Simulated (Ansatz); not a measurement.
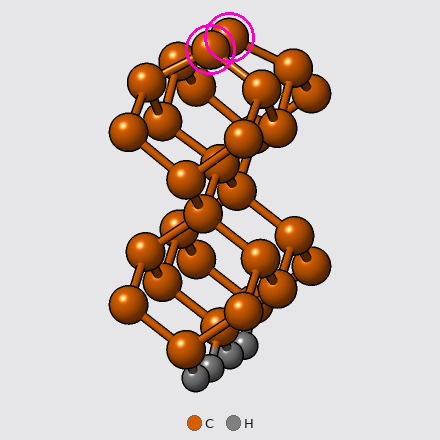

The system is a C(100) slab cut from the Fd-3m phase, its lower face capped with 4 H atoms (20 atoms in the cell); the picture shows the reference structure. Two atoms of the surface dimers are held at set heights. Coordinates scanned: (1) height of C15 above its place in the flat dimer; (2) height of C16 above its place in the flat dimer. Relaxed at each point: all atoms of the upper layers, but for the two heights. Grid: 7 × 7 points; 28 points were computed and 21 follow by symmetry. Points are written as (first, second). All energies are given in eV relative to the lowest grid point. Theory: DFT r2SCAN, scalar-relativistic, plane waves, PAW (Ansatz 0.2.0). Settings: cutoff 500 eV, k-mesh 5×10×1, gaussian smearing 0.05 eV, no spin polarisation.

Its coordinates:

```yaml
crystal:
  lattice:
    - [5.03500, 0.00000, 0.00000]
    - [0.00000, 2.51750, 0.00000]
    - [0.00000, 0.00000, 19.73290]
  atoms:
    - { symbol: C, position: [0.50000, 0.50000, 0.23577] }
    - { symbol: C, position: [0.00000, 0.50000, 0.23577] }
    - { symbol: C, position: [0.50000, 0.00000, 0.28087] }
    - { symbol: C, position: [0.00000, 0.00000, 0.28087] }
    - { symbol: C, position: [0.75000, 0.00000, 0.32598] }
    - { symbol: C, position: [0.25000, 0.00000, 0.32598] }
    - { symbol: C, position: [0.75000, 0.50000, 0.37109] }
    - { symbol: C, position: [0.25000, 0.50000, 0.37109] }
    - { symbol: C, position: [0.00000, 0.50000, 0.42011] }
    - { symbol: C, position: [0.50000, 0.50000, 0.41295] }
    - { symbol: C, position: [0.00000, 0.00000, 0.46810] }
    - { symbol: C, position: [0.50000, 0.00000, 0.45521] }
    - { symbol: C, position: [0.26846, 0.00000, 0.50887] }
    - { symbol: C, position: [0.73154, 0.00000, 0.50887] }
    - { symbol: C, position: [0.36352, 0.50000, 0.54322] }
    - { symbol: C, position: [0.63648, 0.50000, 0.54322] }
    - { symbol: H, position: [0.64291, 0.50000, 0.19825] }
    - { symbol: H, position: [0.35709, 0.50000, 0.19825] }
    - { symbol: H, position: [0.14236, 0.50000, 0.19806] }
    - { symbol: H, position: [0.85764, 0.50000, 0.19806] }
```

Range: height of C15 above its place in the flat dimer from −0.431 to 0.417 Å; height of C16 above its place in the flat dimer from −0.431 to 0.417 Å.

Q: Predict the map.

A: The lowest grid point is at (0.000 Å, 0.000 Å). It is the only kind of minimum in the scanned range. The highest grid point, (−0.431 Å, 0.417 Å), lies 3.51 eV above the lowest. Round the minimum the valley is somewhat tilted: raising the first coordinate shifts the best value of the second coordinate upwards (coupling k₁₂/√(k₁₁k₂₂) about −0.3).

| second ↓, first → | −0.431 | −0.292 | −0.146 | 0.000 | 0.139 | 0.278 | 0.417 |
| --- | --- | --- | --- | --- | --- | --- | --- |
| 0.417 | 3.51 | 2.43 | 1.64 | 1.20 | 1.08 | 1.24 | 1.65 |
| 0.278 | 2.58 | 1.59 | 0.89 | 0.54 | 0.51 | 0.75 | 1.24 |
| 0.139 | 1.88 | 0.98 | 0.39 | 0.14 | 0.19 | 0.51 | 1.08 |
| 0.000 | 1.45 | 0.65 | 0.16 | 0.00 | 0.14 | 0.54 | 1.20 |
| −0.146 | 1.32 | 0.62 | 0.23 | 0.16 | 0.39 | 0.89 | 1.64 |
| −0.292 | 1.52 | 0.92 | 0.62 | 0.65 | 0.98 | 1.59 | 2.43 |
| −0.431 | 2.03 | 1.52 | 1.32 | 1.45 | 1.88 | 2.58 | 3.51 |

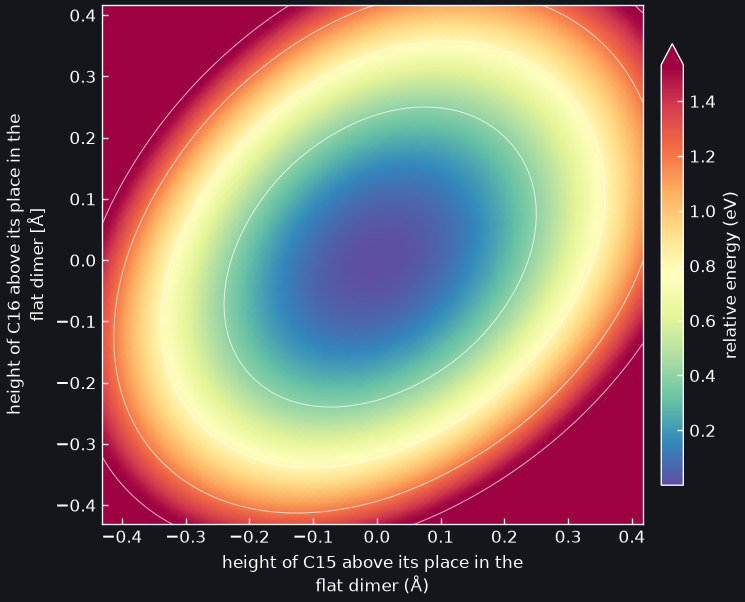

In the figure: a smooth colour map with a few white contour lines, one colour for all values above the top of the scale. Between grid points the surface is interpolated.

Each point was launched as `ansatz run input.yaml --threads 4 --pin off --max-ram 12288MiB --backend cpu --events-out ev --progress --plain --runs-dir out`. The whole map (28 points run) took 37 min on 4 threads of Arm Neoverse V1 (shared host).
